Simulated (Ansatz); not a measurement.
## SiC: geometry relaxation (part 2 of 3)

Continued. System: SiC (slab, 24 atoms in the cell). Method: DFT PBE+D3(BJ), scalar-relativistic, plane waves, PAW, no spin polarisation (Ansatz 0.2.0); cutoff 420 eV, 6×6×1 k-mesh, Gaussian smearing of 0.05 eV. The structure derives from an entry of the Crystallography Open Database. The input holds or restrains some coordinates. Forces given for the steps count only the free coordinates. It belongs to a series of runs on one base structure; here: clean slab, lower half held.

Geometry of the input (Å; fractional positions):
```
6.1500  0.0000  0.0000
-3.0750  5.3261  0.0000
0.0000  0.0000  22.6491
C  0.5000  0.0000  0.3753
C  0.5000  0.5000  0.3753
C  0.0000  0.0000  0.3753
C  0.0000  0.5000  0.3753
Si 0.1667  0.8333  0.4030
Si 0.1667  0.3333  0.4030
Si 0.6667  0.8333  0.4030
Si 0.6667  0.3333  0.4030
C  0.6667  0.8333  0.4861
C  0.6667  0.3333  0.4861
C  0.1667  0.8333  0.4861
C  0.1667  0.3333  0.4861
Si 0.3333  0.6667  0.5139
Si 0.3333  0.1667  0.5139
Si 0.8333  0.6667  0.5139
Si 0.8333  0.1667  0.5139
C  0.8333  0.6667  0.5970
C  0.8333  0.1667  0.5970
C  0.3333  0.6667  0.5970
C  0.3333  0.1667  0.5970
Si 0.5000  0.5000  0.6247
Si 0.5000  0.0000  0.6247
Si 0.0000  0.5000  0.6247
Si 0.0000  0.0000  0.6247
```

What the program printed, continued
```
SCF iter   1: F=—  HF=-10635.493970 eV  |F-HF|=—  |Δ(HF+E_count)|=         —  Δρ=3.05e-3  dr2=6.94e-1  ethr=7.94e-4  p=0.443 e·Å  D=1.08e-1 V/Å  ΔV_dip=-2.45 eV  dr2_dipole=2.99e-1  V_vac-E_F(+/−)=4.12/6.57 eV  ⟨swp⟩=1.0  Hψ=1285  notcnv=0  defer=125
efield: sawtooth ramp at fractional position 0.9800 (handed on by an earlier solve), width 0.0400; the density the first Hamiltonian is built on has a dipole p = 0.443 e·Å; the dipole correction subtracts the counter field D = 1.08e-1 V/Å, which shifts the + side's vacuum level by -2.45 eV against the − side's; the planar-averaged density in the ramp window peaks in size at 1.4e-7 e/Å³
preconditioner: auto → LDOS  [insulator: Δε(μ)=0.128 eV  Ē_g=10.566 eV  σ=0.050 eV  W_gap=0.89  n_scr=78 (ndim 8)  ℏωp=13.4 eV  f_vac=0.581  D(μ)=4.22/eV (n_scr^D=6)  ε∞_Penn≈2.6  β→1.0]
SCF iter   2: F=—  HF=-10635.768447 eV  |F-HF|=—  |Δ(HF+E_count)|=   2.74e-1  Δρ=1.39e-2  dr2=2.35e1  ethr=7.23e-4  p=0.540 e·Å  D=1.32e-1 V/Å  ΔV_dip=-2.98 eV  dr2_dipole=1.11e1  V_vac-E_F(+/−)=3.69/6.67 eV  ⟨swp⟩=2.9  Hψ=631  notcnv=0  defer=125  recentre
SCF iter   3: F=—  HF=-10635.487141 eV  |F-HF|=—  |Δ(HF+E_count)|=   2.81e-1  Δρ=2.97e-3  dr2=9.25e-1  ethr=7.23e-4  p=0.439 e·Å  D=1.07e-1 V/Å  ΔV_dip=-2.43 eV  dr2_dipole=4.19e-1  V_vac-E_F(+/−)=4.13/6.56 eV  ⟨swp⟩=2.6  Hψ=651  notcnv=0  defer=111
SCF iter   4: F=—  HF=-10635.475208 eV  |F-HF|=—  |Δ(HF+E_count)|=   1.19e-2  Δρ=1.02e-3  dr2=1.63e-2  ethr=7.23e-4  p=0.453 e·Å  D=1.10e-1 V/Å  ΔV_dip=-2.50 eV  dr2_dipole=4.26e-3  V_vac-E_F(+/−)=4.08/6.58 eV  ⟨swp⟩=1.0  Hψ=423  notcnv=0  defer=111
SCF iter   5: F=—  HF=-10635.471964 eV  |F-HF|=—  |Δ(HF+E_count)|=   3.24e-3  Δρ=2.74e-4  dr2=2.23e-3  ethr=1.69e-5  p=0.449 e·Å  D=1.09e-1 V/Å  ΔV_dip=-2.48 eV  dr2_dipole=9.36e-4  V_vac-E_F(+/−)=4.10/6.58 eV  ⟨swp⟩=2.0  Hψ=717  notcnv=0  defer=111
SCF iter   6: F=—  HF=-10635.472088 eV  |F-HF|=—  |Δ(HF+E_count)|=   1.23e-4  Δρ=1.20e-4  dr2=6.19e-4  ethr=2.33e-6  p=0.449 e·Å  D=1.10e-1 V/Å  ΔV_dip=-2.48 eV  dr2_dipole=2.49e-4  V_vac-E_F(+/−)=4.09/6.58 eV  ⟨swp⟩=1.7  Hψ=547  notcnv=0  defer=111
SCF iter   7: F=—  HF=-10635.472114 eV  |F-HF|=—  |Δ(HF+E_count)|=   2.68e-5  Δρ=6.35e-5  dr2=3.39e-4  ethr=6.44e-7  p=0.450 e·Å  D=1.10e-1 V/Å  ΔV_dip=-2.49 eV  dr2_dipole=1.43e-4  V_vac-E_F(+/−)=4.09/6.58 eV  ⟨swp⟩=1.3  Hψ=428  notcnv=0  defer=111
SCF iter   8: F=—  HF=-10635.472113 eV  |F-HF|=—  |Δ(HF+E_count)|=   1.18e-6  Δρ=2.68e-5  dr2=4.49e-5  ethr=3.53e-7  p=0.450 e·Å  D=1.10e-1 V/Å  ΔV_dip=-2.49 eV  dr2_dipole=1.68e-5  V_vac-E_F(+/−)=4.09/6.58 eV  ⟨swp⟩=1.0  Hψ=393  notcnv=0  defer=111
SCF iter   9: F=—  HF=-10635.472115 eV  |F-HF|=—  |Δ(HF+E_count)|=   1.62e-6  Δρ=1.26e-5  dr2=4.84e-6  ethr=4.68e-8  p=0.450 e·Å  D=1.10e-1 V/Å  ΔV_dip=-2.48 eV  dr2_dipole=5.03e-7  V_vac-E_F(+/−)=4.09/6.58 eV  ⟨swp⟩=2.0  Hψ=608  notcnv=0  defer=111
SCF iter  10: F=-10635.472114 eV  HF=-10635.472114 eV  |F-HF|=3.27e-7  |Δ(HF+E_count)|=   7.31e-7  Δρ=3.38e-6  dr2=3.31e-7  ethr=2.39e-9  p=0.450 e·Å  D=1.10e-1 V/Å  ΔV_dip=-2.48 eV  dr2_dipole=4.92e-8  V_vac-E_F(+/−)=4.09/6.58 eV  ⟨swp⟩=28.4  Hψ=5989  notcnv=0
SCF 4 converged in 10 iterations: F = -10635.472114 eV  dr2 = 3.31e-7
  greatest PAW one-centre occupation: 0.665 electrons in one spin orbital (limit 2), on the C atom at site 3 (counted from 0), in its partial waves of l = 0
relax step   4: F+E_penalty+E_count = -10635.47211388 eV  Δ(F+E_penalty+E_count) = -2.310e-2 eV  max|allowed force component| = 3.680e-2 eV/Å  Δτ_max = 0.0413 Å  (10 SCF iters, dr2 threshold 2.29e-6 eV, accepted)
SCF iter   1: F=—  HF=-10635.473254 eV  |F-HF|=—  |Δ(HF+E_count)|=         —  Δρ=7.69e-4  dr2=6.93e-2  ethr=1.67e-4  p=0.450 e·Å  D=1.10e-1 V/Å  ΔV_dip=-2.48 eV  dr2_dipole=3.16e-2  V_vac-E_F(+/−)=4.09/6.58 eV  ⟨swp⟩=2.0  Hψ=671  notcnv=0  defer=124
efield: sawtooth ramp at fractional position 0.9800 (handed on by an earlier solve), width 0.0400; the density the first Hamiltonian is built on has a dipole p = 0.450 e·Å; the dipole correction subtracts the counter field D = 1.10e-1 V/Å, which shifts the + side's vacuum level by -2.48 eV against the − side's; the planar-averaged density in the ramp window peaks in size at 1.1e-7 e/Å³
preconditioner: auto → LDOS  [insulator: Δε(μ)=0.122 eV  Ē_g=10.551 eV  σ=0.050 eV  W_gap=0.86  n_scr=78 (ndim 8)  ℏωp=13.4 eV  f_vac=0.581  D(μ)=4.27/eV (n_scr^D=6)  ε∞_Penn≈2.6  β→1.0]
SCF iter   2: F=—  HF=-10635.505359 eV  |F-HF|=—  |Δ(HF+E_count)|=   3.21e-2  Δρ=5.06e-3  dr2=3.05e0  ethr=7.22e-5  p=0.482 e·Å  D=1.17e-1 V/Å  ΔV_dip=-2.66 eV  dr2_dipole=1.41e0  V_vac-E_F(+/−)=3.96/6.62 eV  ⟨swp⟩=1.0  Hψ=581  notcnv=0  defer=125  recentre
SCF iter   3: F=—  HF=-10635.472796 eV  |F-HF|=—  |Δ(HF+E_count)|=   3.26e-2  Δρ=2.80e-4  dr2=8.72e-3  ethr=7.22e-5  p=0.452 e·Å  D=1.10e-1 V/Å  ΔV_dip=-2.50 eV  dr2_dipole=4.05e-3  V_vac-E_F(+/−)=4.08/6.58 eV  ⟨swp⟩=1.7  Hψ=388  notcnv=0  defer=125
SCF iter   4: F=—  HF=-10635.472710 eV  |F-HF|=—  |Δ(HF+E_count)|=   8.65e-5  Δρ=5.74e-5  dr2=7.50e-5  ethr=9.09e-6  p=0.453 e·Å  D=1.11e-1 V/Å  ΔV_dip=-2.50 eV  dr2_dipole=2.84e-5  V_vac-E_F(+/−)=4.08/6.58 eV  ⟨swp⟩=1.4  Hψ=384  notcnv=0  defer=125
SCF iter   5: F=—  HF=-10635.472659 eV  |F-HF|=—  |Δ(HF+E_count)|=   5.12e-5  Δρ=2.17e-5  dr2=1.04e-5  ethr=7.82e-8  p=0.453 e·Å  D=1.10e-1 V/Å  ΔV_dip=-2.50 eV  dr2_dipole=4.23e-6  V_vac-E_F(+/−)=4.08/6.58 eV  ⟨swp⟩=3.1  Hψ=980  notcnv=0  defer=125
SCF iter   6: F=—  HF=-10635.472659 eV  |F-HF|=—  |Δ(HF+E_count)|=   7.96e-7  Δρ=6.64e-6  dr2=2.26e-7  ethr=1.09e-8  p=0.453 e·Å  D=1.11e-1 V/Å  ΔV_dip=-2.50 eV  dr2_dipole=1.69e-8  V_vac-E_F(+/−)=4.08/6.58 eV  ⟨swp⟩=1.3  Hψ=400  notcnv=0  defer=125
iter 7 did not close the SCF: its close was put off until two iterations running show no level that it waits for move by more than its bar (scf_convergence_deferred on its scf_iter line)
SCF iter   7: F=-10635.472660 eV  HF=-10635.472660 eV  |F-HF|=5.47e-8  |Δ(HF+E_count)|=   2.85e-7  Δρ=2.20e-6  dr2=7.95e-8  ethr=1.04e-10  p=0.453 e·Å  D=1.11e-1 V/Å  ΔV_dip=-2.50 eV  dr2_dipole=3.28e-8  V_vac-E_F(+/−)=4.08/6.58 eV  ⟨swp⟩=21.9  Hψ=5222  notcnv=0
iter 8 did not close the SCF: its close was put off until two iterations running show no level that it waits for move by more than its bar (scf_convergence_deferred on its scf_iter line)
SCF iter   8: F=-10635.472660 eV  HF=-10635.472660 eV  |F-HF|=6.50e-8  |Δ(HF+E_count)|=   3.49e-8  Δρ=7.62e-7  dr2=4.92e-8  ethr=8.29e-11  p=0.453 e·Å  D=1.11e-1 V/Å  ΔV_dip=-2.50 eV  dr2_dipole=2.18e-8  V_vac-E_F(+/−)=4.08/6.58 eV  ⟨swp⟩=13.4  Hψ=3973  notcnv=0
SCF iter   9: F=-10635.472660 eV  HF=-10635.472660 eV  |F-HF|=3.33e-10  |Δ(HF+E_count)|=   1.66e-9  Δρ=2.10e-7  dr2=1.23e-9  ethr=5.12e-11  p=0.453 e·Å  D=1.11e-1 V/Å  ΔV_dip=-2.50 eV  dr2_dipole=7.34e-12  V_vac-E_F(+/−)=4.08/6.58 eV  ⟨swp⟩=9.7  Hψ=3406  notcnv=0
SCF 5 converged in 9 iterations: F = -10635.472660 eV  dr2 = 1.23e-9
relax step   5: F+E_penalty+E_count = -10635.47265964 eV  Δ(F+E_penalty+E_count) = -5.458e-4 eV  max|allowed force component| = 3.700e-3 eV/Å  Δτ_max = 0.0070 Å  (9 SCF iters, accepted)
```

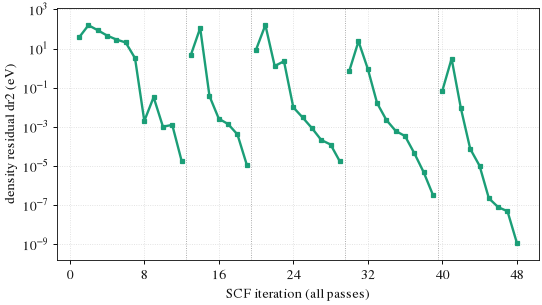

*Convergence of the self-consistent field: density residual dr2 against the SCF iteration. The dotted lines part the SCF passes of the relaxation: geometry steps, rejected trials and re-solves on a re-selected basis.*

The 5 passes take 7 to 12 iterations each, 48 in all.

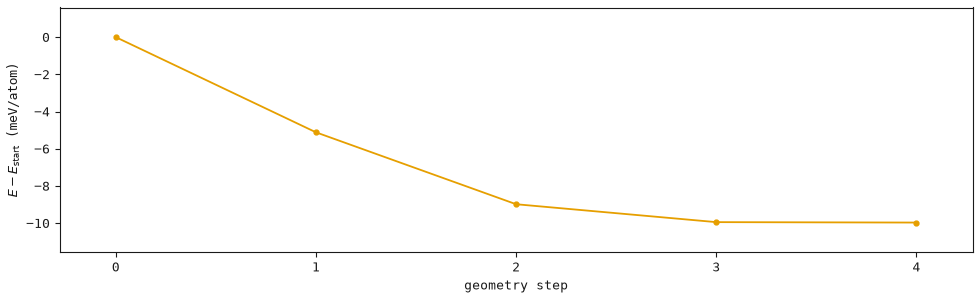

*Progress of the restrained relaxation, step by step (the first geometry is step 0 here and step 1 in the log).*

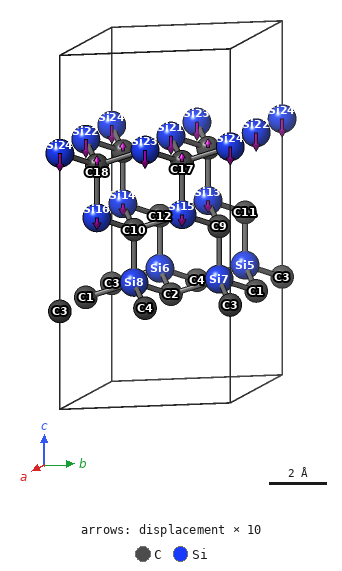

*The starting structure with the displacements as pink arrows, magnified 10 times (ball-and-stick view of the cell of the calculation, with the vacuum cut short, seen slightly off an axis).*

Over 4 geometry steps the energy falls by 10.0 meV per atom. The largest force component goes from 1.2 to 0.0037 eV/Å. The largest moves, 0.069 Å, are those of Si21, Si22, Si23 and Si24. Largest moves by element: Si 0.069 Å, C 0.036 Å. The lattice vectors keep their values. Distances before and after: Si13–C19 1.883 → 1.964 Å, C17–Si21 1.883 → 1.851 Å, C10–Si14 1.883 → 1.868 Å. Among the angles that change: Si16–C18–Si22 109.5° → 106.4°, C17–Si23–C18 109.5° → 112.3°, Si22–C18–Si23 109.5° → 112.3°. (Atoms are counted from 1 in the order of the input.)

```
WARN: The output density's exchange-correlation potential varies sharply where the density is thin. Do not read a vacuum level from v_tot or v_xc, or from such a field of the output density. On a cell that repeats whose density bears no net charge and no dipole along the vacuum's axis use v_es (v_loc + v_h of the components); under efield.dipole_correction with no amplitude use v_es + v_field, which holds any external_charges[].barrier, or the levels of the report's work_function block, which leave it out; under a non-zero efield.amplitude the vacuum is tilted and has no level; on a cell that repeats and bears such a dipole with no correction it is tilted too, and efield.dipole_correction with no amplitude gives each side of its ramp a level where efield: is served; in a cell that repeats whose density bears a net charge (total_charge, or a fill off its count) it is curved and has none; of a slab under crystal.periodic whose density bears no net charge use v_es, which has a level on each side, short of where the two are joined; of another it falls or rises all the way out and has none; of a slab beside external_charges read slab_vacuum_level instead, which it has where they leave it neutral. The grid or the basis barely resolves most such structure, and the values can differ between equally converged runs; as a rule a tighter scf.convergence.dr2_threshold does not remove it. Where the density itself ripples (under the LDA too) a higher basis.ecutwfc lessens it. The files hold the spikes' plane waves up to the density's cutoff. Files: v_tot_of_output_density and the like, and their columns of v_z.tsv (output.write_potential); v_xc_of_output_density and the like, and their columns of v_comp_z.tsv (output.write_potential_components). Measured: with its Gaussian average of σ = 0.25 Å subtracted twice, the exchange-correlation potential is over 0.1 eV at 106 of the grid points where the equally averaged density (valence and model cores) is under 1e-3 e/Å³, and 0.431 eV at the most among them, at an averaged density of 1.6e-7 e/Å³. The input density's (outcome.potential() and, of a run that writes arrays, v_tot and v_xc) is over 0.1 eV, so measured, at 72 points of its own thin density, 0.241 eV at the most. See output.write_potential in the manual, Limitations
SCF converged after 9 iterations
Free energy (F): -10635.472660 eV
Harris-Foulkes:  -10635.472660 eV  (|F-HF|=3.33e-10)
Internal energy: -10635.467302 eV  (E = F + TS)
E sigma→0 (E₀):  -10635.469981 eV
Entropy (-TS):   -0.005358 eV (-0.223 meV/atom)
Fermi energy:    -0.056261 eV
Dipole field:    D = 0.110513 V/Å  (p = 0.453091 e·Å, saw-weighted, corrected)
Work function:   Φ+ = 4.0778 eV   Φ− = 6.5808 eV
Levels:          The Fermi level and band energies are counted from a zero that moves with the ramp; work functions are not
--- Per-component energies (eV) ---
  E_band       = -633.353170
  E_kinetic    = 1597.439000
  E_local      = -45114.541199  (includes V_loc(G=0)·N_el)
  E_nonlocal   = 628.878935
  E_hartree    = 21827.335041
  E_xc         = -1252.266126
  E_vxc        = -1293.381930  (∫ρ·V_xc dr)
  E_paw        = -7341.913957  (= ΣΔE_a)
  E_vpaw       = -106.612556  (= ΣTr[D̂ρ^β])
  E_aug_tail   = 0.000158  (compensation charges beyond the density's cutoff)
  E_efield     = 0.025036  (sawtooth field / dipole correction)
  E_vefield    = 0.189513  (∫n·V_field dr)
  E_ewald      = 19025.112439
  E_disp       = -5.536630  (pairwise vdW)
  E_smearing   = -0.005358  (= −TS)
  E_closure    = 0.000000  (closes the sum)
  Σ components = -10635.472660   (vs F -10635.472660, Δ=0.00e0)
--- Forces (eV/Å), atoms counted from 1 ---
  atom   1  C      0.00000000     0.00000000     2.44744990
  atom   2  C      0.00000000     0.00000000     2.44744990
  atom   3  C      0.00000000     0.00000000     2.44744990
  atom   4  C      0.00000000     0.00000000     2.44744990
  atom   5  Si    -0.00000000    -0.00000000    -3.46595103
  atom   6  Si    -0.00000000    -0.00000000    -3.46595103
  atom   7  Si    -0.00000000    -0.00000000    -3.46595103
  atom   8  Si    -0.00000000    -0.00000000    -3.46595103
  atom   9  C      0.00000000     0.00000000     1.02008693
  atom  10  C      0.00000000    -0.00000000     1.02008693
  atom  11  C      0.00000000    -0.00000000     1.02008693
  atom  12  C      0.00000000    -0.00000000     1.02008693
  atom  13  Si     0.00000000     0.00000000    -0.00142286
  atom  14  Si    -0.00000000     0.00000000    -0.00142286
  atom  15  Si     0.00000000     0.00000000    -0.00142286
  atom  16  Si    -0.00000000     0.00000000    -0.00142286
  atom  17  C      0.00000000    -0.00000000     0.00353575
  atom  18  C      0.00000000    -0.00000000     0.00353575
  atom  19  C      0.00000000    -0.00000000     0.00353575
  atom  20  C     -0.00000000    -0.00000000     0.00353575
  atom  21  Si    -0.00000000     0.00000000    -0.00370038
  atom  22  Si     0.00000000     0.00000000    -0.00370038
  atom  23  Si    -0.00000000     0.00000000    -0.00370038
  atom  24  Si    -0.00000000     0.00000000    -0.00370038
  max |Σ_I F_I| component: 6.71e-6 eV/Å
--- Band table (eV; the first three rows and the last of 7) ---
  k-point 0: bands = ["-16.4751", "-15.0564", "-13.2632", "-13.2632", "-13.2632", "-12.8092", "-12.5003", "-12.5003", "-12.5003", "-10.3696", "-10.3696", "-10.3696", "-9.6822", "-9.6822", "-9.6822", "-8.6676", "-8.6676", "-8.6676", "-8.3817", "-7.3088", "-7.3088", "-7.3088", "-5.1097", "-4.8889", "-4.8889", "-4.8889", "-4.5480", "-4.5480", "-4.5480", "-3.9223", "-3.9223", "-3.9223", "-3.5024", "-3.5024", "-3.5024", "-2.7397", "-2.7397", "-1.9472", "-1.9472", "-1.4967", "-1.4967", "-1.4967", "-1.0988", "-0.3893", "-0.3893", "-0.3893", "-0.1399", "-0.1399", "-0.1399", "0.0364", "0.0364", "0.3504", "1.4194", "1.4194", "1.4194", "2.8775", "2.8775", "2.8775", "3.8197", "3.9569", "3.9569", "3.9569", "4.1867", "4.9657", "5.3035", "5.3155", "5.3155", "5.3155", "5.9345", "5.9345", "6.1166", "6.1741"]
  k-point 1: bands = ["-16.3561", "-14.9423", "-13.7996", "-13.3604", "-13.3604", "-12.7095", "-12.6950", "-12.4778", "-12.4778", "-10.5354", "-10.3441", "-10.3441", "-9.4778", "-9.4778", "-9.2490", "-8.5922", "-8.5922", "-8.4043", "-8.2837", "-7.0707", "-7.0707", "-6.7153", "-5.2463", "-5.1695", "-5.1695", "-5.0536", "-4.8243", "-4.8243", "-4.4585", "-4.1065", "-4.1065", "-3.6697", "-3.6379", "-3.6379", "-3.4191", "-3.3026", "-2.9149", "-2.5298", "-2.0774", "-1.9250", "-1.9250", "-1.4146", "-0.9979", "-0.5840", "-0.4864", "-0.3925", "-0.3925", "-0.0938", "0.0241", "0.0241", "0.1695", "0.4073", "1.5038", "1.9027", "1.9027", "3.0072", "3.3722", "3.3722", "3.9624", "4.1746", "4.2188", "4.2188", "4.3760", "5.1941", "5.2097", "5.4081", "5.5388", "5.5388", "5.7028", "6.0201", "6.2309", "6.2563"]
```
